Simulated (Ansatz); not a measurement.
# Quasiparticle gap of ZnSb (Pbca)

Wanted: the gap of ZnSb (Pbca) with a many-body correction, and the time that it takes.

Calculated with Ansatz 0.2.0; r2SCAN, then G0W0 on it, plane waves, PAW.

## 1. Starting point

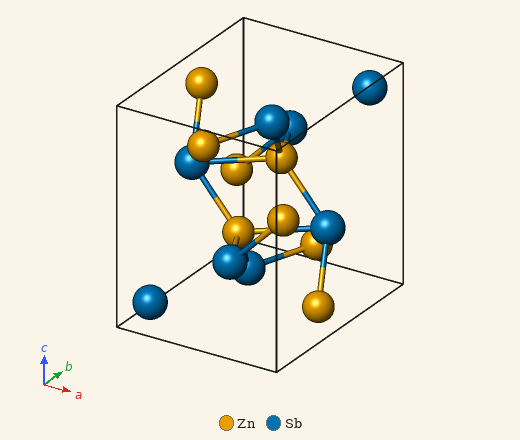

The starting structure, seen from a free direction (zinc orange, antimony blue). Bonds to atoms that aren't drawn are left out.

The cell and positions come from the Crystallography Open Database and are kept as given unless a step says otherwise. Spin-orbit coupling is left out unless a step names it. The default PAW set here is soft_2. Its files were made with PBE.

## 2. Bands along the symmetry lines

Levels along a band path and on the mesh show where this functional puts the band edges.

This step: DFT, r2SCAN, plane waves, PAW.

File input.yaml:

```yaml
crystal:
  lattice:
    - [6.218, 0.0, 0.0]
    - [0.0, 7.741, 0.0]
    - [0.0, 0.0, 8.115]
  atoms:
    - { symbol: Zn, position: [0.4539, 0.1115, 0.8673] }
    - { symbol: Zn, position: [0.0461, 0.8885, 0.3673] }
    - { symbol: Zn, position: [0.9539, 0.3885, 0.1327] }
    - { symbol: Zn, position: [0.5461, 0.6115, 0.6327] }
    - { symbol: Zn, position: [0.5461, 0.8885, 0.1327] }
    - { symbol: Zn, position: [0.9539, 0.1115, 0.6327] }
    - { symbol: Zn, position: [0.0461, 0.6115, 0.8673] }
    - { symbol: Zn, position: [0.4539, 0.3885, 0.3673] }
    - { symbol: Sb, position: [0.142, 0.0841, 0.1083] }
    - { symbol: Sb, position: [0.358, 0.9159, 0.6083] }
    - { symbol: Sb, position: [0.642, 0.4159, 0.8917] }
    - { symbol: Sb, position: [0.858, 0.5841, 0.3917] }
    - { symbol: Sb, position: [0.858, 0.9159, 0.8917] }
    - { symbol: Sb, position: [0.642, 0.0841, 0.3917] }
    - { symbol: Sb, position: [0.358, 0.5841, 0.1083] }
    - { symbol: Sb, position: [0.142, 0.4159, 0.6083] }
kpoints:
  mp_grid: { grid: [4, 4, 4] }
  band_path:
    path:
      - [[0.0, 0.0, 0.0], [0.5, 0.0, 0.0], [0.5, 0.5, 0.0], [0.0, 0.5, 0.0], [0.0, 0.0, 0.0], [0.0, 0.0, 0.5], [0.5, 0.0, 0.5], [0.5, 0.5, 0.5], [0.0, 0.5, 0.5], [0.0, 0.0, 0.5]]
      - [[0.5, 0.0, 0.0], [0.5, 0.0, 0.5]]
      - [[0.0, 0.5, 0.0], [0.0, 0.5, 0.5]]
      - [[0.5, 0.5, 0.0], [0.5, 0.5, 0.5]]
    npoints: 10
hamiltonian:
  xc: r2scan
scf:
  occupations: { method: fermi_dirac, width: 0.02 }
  n_extra_bands: 9
output:
  eigenvalues: true
  forces: true
  stress: true
```

Run with:

```bash
$ ansatz run input.yaml --threads 24 --pin off --max-ram 82944MiB --backend cuda --events-out ev --progress --plain --runs-dir out --devices 1 --max-vram 78GiB
```

Numbers of over 12 decimals in the logs are rounded to 6 here.

The program printed:

```text
scf.n_extra_bands = 9 over 108 filled bands (N_el = 216.0): the run solves 117 bands
GPUs: using 1 of 1 available (devices: 1).
Engine: ansatz 0.2.0, aarch64-unknown-linux-gnu
Pseudopotentials: kind: paw
Pseudopotential: Zn, paw, valence charge 12, recommended cutoff 500 eV (meta_gga), Zn.paw.azcp
Pseudopotential: Sb, paw, valence charge 15, recommended cutoff 500 eV (meta_gga), Sb.paw.azcp
Functional definition: r2SCAN
  parameter k0 = 0.174
  parameter k1 = 0.065
  parameter a1 = 4.9479
  exchange = r2scan_x(k0 = k0, k1 = k1, a1 = a1)
  correlation = r2scan_c
concurrent solve slots: 14 of 24 are kept, ahead of what memory takes: no pass of the eigensolver takes more rounds on 14
[...]
Crystal: 16 atoms, lattice volume = 390.604 Å³
Basis set: ecut = 500 eV, 9939 PW (Γ), exchange–correlation on 192×240×240 points (64 copies of the dense FFT grid, shifted against one another)
Bands: 117, of which v1, the nominal top of the filled ones, is band 108 counted from 1 (107 counted from 0)
Symmetry: 8 space group operations
Space group: Pbca (ITA 61), of the structure as read, at distance tolerance 7.3e-5 Å
k-points: 27 of 64
Non-local potential: Zn, projectors of the file, l = 0: 2, l = 1: 2, l = 2: 3, l = 3: 1
Non-local potential: Sb, projectors of the file, l = 0: 2, l = 1: 2, l = 2: 2, l = 3: 2
PAW form: soft (Blöchl's): semilocal exchange-correlation on the pseudo side does not see the compensation charge
PAW frozen core: Zn, regenerated for the run's functional (the file was generated under x = pbe(κ = 0.804, μ = 0.219515), c = pbe(β = 0.066725))
PAW frozen core: Sb, regenerated for the run's functional (the file was generated under x = pbe(κ = 0.804, μ = 0.219515), c = pbe(β = 0.066725))
PAW one-centre angular grid: Zn, 590 points (default); XC on 261 of its mesh's 2673 points in the sphere
PAW one-centre angular grid: Sb, 590 points (default); XC on 160 Gauss nodes
Initial density: superposition of atomic densities (neutral atoms: chi_scale 0, normalization atom), corrected by the library's trained network
Initial wavefunctions: pseudopotential atomic-orbital guess
[...]
Functional: x = r2scan, c = r2scan; τ floored in thin density (d = 2e-4 eV/Å³)
SCF iter   1: F=—  HF=-78599.436177 eV  |F-HF|=—  |Δ(HF+E_count)|=         —  Δρ=1.38e-2  dr2=3.91e-1  dr2_τ=1.99e-2  ethr=1.77e-3  ⟨swp⟩=6.1  Hψ=13262  notcnv=0
preconditioner: auto → Resta (q_TF=auto, 2.472 Å⁻¹)  ε∞=7.4  [insulator: Δε(μ)=0.574 eV  Ē_g=8.650 eV  σ=0.020 eV  W_gap=1.00  n_scr=100 (ndim 8)  ℏωp=21.9 eV  f_vac=0.007  D(μ)=0.00/eV (n_scr^D=0)  ε∞_Penn≈7.4]
SCF iter   2: F=—  HF=-78599.428062 eV  |F-HF|=—  |Δ(HF+E_count)|=   8.12e-3  Δρ=2.18e-3  dr2=1.06e-2  dr2_τ=1.56e-3  ethr=1.81e-4  ⟨swp⟩=2.2  Hψ=5795  notcnv=0  defer=74
SCF iter   3: F=—  HF=-78599.415866 eV  |F-HF|=—  |Δ(HF+E_count)|=   1.22e-2  Δρ=2.83e-3  dr2=1.82e-2  dr2_τ=1.10e-4  ethr=4.91e-6  ⟨swp⟩=2.0  Hψ=5090  notcnv=0  defer=74
SCF iter   4: F=—  HF=-78599.414516 eV  |F-HF|=—  |Δ(HF+E_count)|=   1.35e-3  Δρ=7.84e-4  dr2=1.72e-3  dr2_τ=2.92e-5  ethr=4.91e-6  ⟨swp⟩=2.0  Hψ=4907  notcnv=0  defer=74
SCF iter   5: F=—  HF=-78599.415354 eV  |F-HF|=—  |Δ(HF+E_count)|=   8.38e-4  Δρ=1.84e-4  dr2=1.49e-4  dr2_τ=1.42e-6  ethr=7.98e-7  ⟨swp⟩=2.0  Hψ=4921  notcnv=0  defer=74
SCF iter   6: F=—  HF=-78599.413550 eV  |F-HF|=—  |Δ(HF+E_count)|=   1.80e-3  Δρ=6.58e-5  dr2=1.70e-5  dr2_τ=9.81e-8  ethr=6.89e-8  ⟨swp⟩=3.0  Hψ=5961  notcnv=0  defer=74
SCF iter   7: F=—  HF=-78599.414721 eV  |F-HF|=—  |Δ(HF+E_count)|=   1.17e-3  Δρ=1.40e-5  dr2=6.82e-7  dr2_τ=5.90e-9  ethr=7.85e-9  ⟨swp⟩=2.0  Hψ=4921  notcnv=0  defer=74
SCF iter   8: F=-78599.414722 eV  HF=-78599.414722 eV  |F-HF|=5.03e-8  |Δ(HF+E_count)|=   4.54e-7  Δρ=4.42e-6  dr2=5.85e-8  dr2_τ=5.31e-10  ethr=4.63e-11  ⟨swp⟩=10.0  Hψ=16420  notcnv=0
SCF 1 converged in 8 iterations: F = -78599.414722 eV  dr2 = 5.85e-8
  greatest PAW one-centre occupation: 0.993 electrons in one spin orbital (limit 2), on the Sb atom at site 15 (counted from 0), in its partial waves of l = 2
concurrent solve slots: 21 of 24 are kept, ahead of what memory takes: no pass of the eigensolver takes more rounds on 21
[...]
NSCF: frozen V_eff on 124 k-points
SCF converged after 8 iterations
Free energy (F): -78599.414722 eV
Harris-Foulkes:  -78599.414722 eV  (|F-HF|=5.03e-8)
Internal energy: -78599.414722 eV  (E = F + TS)
E sigma→0 (E₀):  -78599.414722 eV
Entropy (-TS):   -0.000000 eV (-0.000 meV/atom)
Fermi energy:    9.270543 eV
--- Per-component energies (eV) ---
  E_band       = -1307.308230
  E_kinetic    = 2694.768996
  E_local      = -27096.898299  (includes V_loc(G=0)·N_el)
  E_nonlocal   = 7838.038754
  E_hartree    = 11878.125870
  E_xc         = -2008.339710
  E_vxc        = -1247.799776  (∫ρ·V_xc dr)
  E_paw        = -51610.574447  (= ΣΔE_a)
  E_vpaw       = -7330.428400  (= ΣTr[D̂ρ^β])
  E_aug_tail   = -0.000425  (compensation charges beyond the density's cutoff)
  E_vtau       = 78.754438  (kinetic-family band-sum trace: ∫τ·v_τ [+ j·A + Jᵃ·Aᵃ] dr)
  E_ewald      = -20297.122807
  E_core_change = 2.587346  (= ΣΔE_core)
  E_smearing   = -0.000000  (= −TS)
  E_closure    = 0.000000  (closes the sum)
  Σ components = -78599.414722   (vs F -78599.414722, Δ=0.00e0)
--- Forces (eV/Å), atoms counted from 1 ---
  atom   1  Zn     0.02983770    -0.17180561     0.16503511
  atom   2  Zn    -0.02983770     0.17180561     0.16503511
  atom   3  Zn     0.02983770     0.17180561    -0.16503511
  atom   4  Zn    -0.02983770    -0.17180561    -0.16503511
  atom   5  Zn    -0.02983770     0.17180561    -0.16503511
  atom   6  Zn     0.02983770    -0.17180561    -0.16503511
  atom   7  Zn    -0.02983770    -0.17180561     0.16503511
  atom   8  Zn     0.02983770     0.17180561     0.16503511
  atom   9  Sb     0.12248755    -0.10481165    -0.05803369
  atom  10  Sb    -0.12248755     0.10481165    -0.05803369
  atom  11  Sb     0.12248755     0.10481165     0.05803369
  atom  12  Sb    -0.12248755    -0.10481165     0.05803369
  atom  13  Sb    -0.12248755     0.10481165     0.05803369
  atom  14  Sb     0.12248755    -0.10481165     0.05803369
  atom  15  Sb    -0.12248755    -0.10481165    -0.05803369
  atom  16  Sb     0.12248755     0.10481165    -0.05803369
  max |Σ_I F_I| component: 4.86e-17 eV/Å
--- Stress (GPa, compression-positive) ---
        0.199516       0.000000       0.000000
        0.000000       0.176271       0.000000
        0.000000       0.000000      -0.137286
  P = ⅓ Tr σ = 0.0795 GPa (0.795 kbar)
--- Band table (eV; the first three rows and the last of 27) ---
  k-point 0: bands = ["-20.7511", "-20.7509", "-20.7459", "-20.7458", "-20.6362", "-20.6362", "-20.6358", "-20.6357", "-20.6218", "-20.6186", "-20.6178", "-20.6147", "-20.5630", "-20.5625", "-20.5622", "-20.5621", "-20.5517", "-20.5485", "-20.5469", "-20.5435", "-20.5434", "-20.5424", "-20.5422", "-20.5413", "-20.5403", "-20.5380", "-20.5380", "-20.5365", "-20.5348", "-20.5345", "-20.5267", "-20.5258", "-20.5253", "- [...]
  k-point 1: bands = ["-20.7504", "-20.7502", "-20.7467", "-20.7466", "-20.6362", "-20.6362", "-20.6357", "-20.6356", "-20.6213", "-20.6184", "-20.6181", "-20.6154", "-20.5628", "-20.5624", "-20.5623", "-20.5622", "-20.5510", "-20.5479", "-20.5477", "-20.5444", "-20.5435", "-20.5432", "-20.5413", "-20.5407", "-20.5405", "-20.5384", "-20.5378", "-20.5367", "-20.5333", "-20.5332", "-20.5280", "-20.5270", "-20.5255", "- [...]
  k-point 2: bands = ["-20.7485", "-20.7485", "-20.7485", "-20.7485", "-20.6361", "-20.6361", "-20.6356", "-20.6356", "-20.6200", "-20.6200", "-20.6168", "-20.6168", "-20.5625", "-20.5625", "-20.5623", "-20.5623", "-20.5494", "-20.5494", "-20.5464", "-20.5464", "-20.5435", "-20.5435", "-20.5410", "-20.5410", "-20.5394", "-20.5394", "-20.5373", "-20.5373", "-20.5305", "-20.5305", "-20.5301", "-20.5301", "-20.5252", "- [...]
  k-point 26: bands = ["-20.7483", "-20.7483", "-20.7483", "-20.7483", "-20.6362", "-20.6362", "-20.6362", "-20.6362", "-20.6181", "-20.6181", "-20.6181", "-20.6181", "-20.5625", "-20.5625", "-20.5625", "-20.5625", "-20.5480", "-20.5480", "-20.5480", "-20.5480", "-20.5415", "-20.5415", "-20.5415", "-20.5415", "-20.5386", "-20.5386", "-20.5386", "-20.5386", "-20.5306", "-20.5306", "-20.5306", "-20.5306", "-20.5253", " [...]
```

The job ended after 5.1 s (1 × NVIDIA GB200 (shared by 2 runs) with 24 threads of Arm Neoverse V2, shared host; peak memory 1.7 GiB; 36 s of CPU time).

Numbers from this step:

```
pressure             : 0.07950 GPa
filled bands         : 108
gap                  : 0.3980 eV
valence top at       : k = (0.400, 0.000, 0.000)
conduction bottom at : k = (0.000, 0.000, 0.350)
least direct gap     : 0.7827 eV
```

Over mesh and path the gap is 0.398 eV, from k = (0.400, 0.000, 0.000) to k = (0.000, 0.000, 0.350). The least direct gap found is 0.783 eV, at k = (0.450, 0.000, 0.000).

Electronic bands along the path, in eV, zero at the top of the highest nominally filled band:

| point | band 105 | band 106 | band 107 | band 108 | band 109 | band 110 | band 111 | band 112 |
| --- | --- | --- | --- | --- | --- | --- | --- | --- |
| Γ | -1.64 | -1.23 | -0.97 | -0.90 | 0.57 | 1.38 | 1.65 | 1.91 |
| X | -0.68 | -0.68 | -0.10 | -0.10 | 0.72 | 0.72 | 1.51 | 1.51 |
| S | -0.79 | -0.79 | -0.79 | -0.79 | 1.12 | 1.12 | 1.12 | 1.12 |
| Y | -1.59 | -1.59 | -1.15 | -1.15 | 0.54 | 0.54 | 1.91 | 1.91 |
| Γ | -1.64 | -1.23 | -0.97 | -0.90 | 0.57 | 1.38 | 1.65 | 1.91 |
| Z | -1.60 | -1.60 | -0.75 | -0.75 | 0.63 | 0.63 | 0.70 | 0.70 |
| U | -1.00 | -1.00 | -1.00 | -1.00 | 1.35 | 1.35 | 1.35 | 1.35 |
| R | -1.13 | -1.13 | -1.13 | -1.13 | 0.84 | 0.84 | 0.84 | 0.84 |
| T | -1.24 | -1.24 | -1.24 | -1.24 | 0.85 | 0.85 | 0.85 | 0.85 |
| Z | -1.60 | -1.60 | -0.75 | -0.75 | 0.63 | 0.63 | 0.70 | 0.70 |
| jump to X | -0.68 | -0.68 | -0.10 | -0.10 | 0.72 | 0.72 | 1.51 | 1.51 |
| U | -1.00 | -1.00 | -1.00 | -1.00 | 1.35 | 1.35 | 1.35 | 1.35 |
| jump to Y | -1.59 | -1.59 | -1.15 | -1.15 | 0.54 | 0.54 | 1.91 | 1.91 |
| T | -1.24 | -1.24 | -1.24 | -1.24 | 0.85 | 0.85 | 0.85 | 0.85 |
| jump to S | -0.79 | -0.79 | -0.79 | -0.79 | 1.12 | 1.12 | 1.12 | 1.12 |
| R | -1.13 | -1.13 | -1.13 | -1.13 | 0.84 | 0.84 | 0.84 | 0.84 |

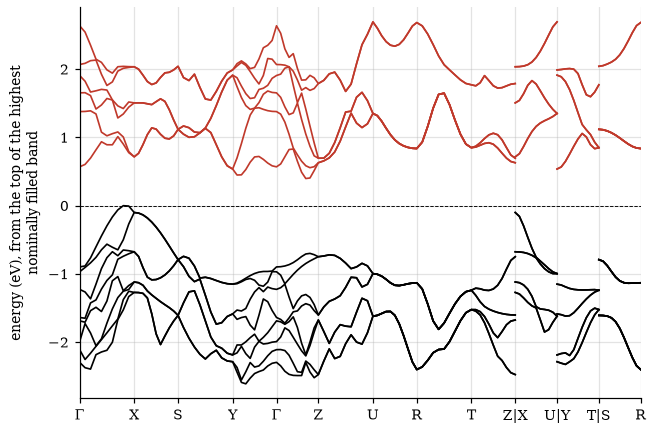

Electronic bands along the path; lines of filled and empty bands in two colours.

(Continued in part 2 of 2.)

[Paths, hosts, dates, memory and timing lines, banners, echoed tables and standing remarks are left out of the program output.]

[Logs are printed without paths, hosts, clocks, repeated set-up lines and the standing remarks that a program may print on its own settings, such as how far it seeks lower states.]

[Runs of the session that timed out or met a known fault of the program may be left out.]

[Cells called generated may have been cut or substituted from an entry of the Crystallography Open Database or the Materials Project.]

[Hosts, paths, dates, database ids (printed as entryN), source tags and the programs' standing remarks are cut or masked in the printed files.]

[Where an RPA ε∞ is given, it is that of the G0W0 mesh and is not shown converged in it. Names of k-points follow the symmetry that the program found, which can be lower than the space group named. Band edges on a path are those of the sampled points; other points can move an edge, and change direct to indirect where valleys lie close.]

[Hybrid gaps are those of their k-mesh and are not shown converged in it.]
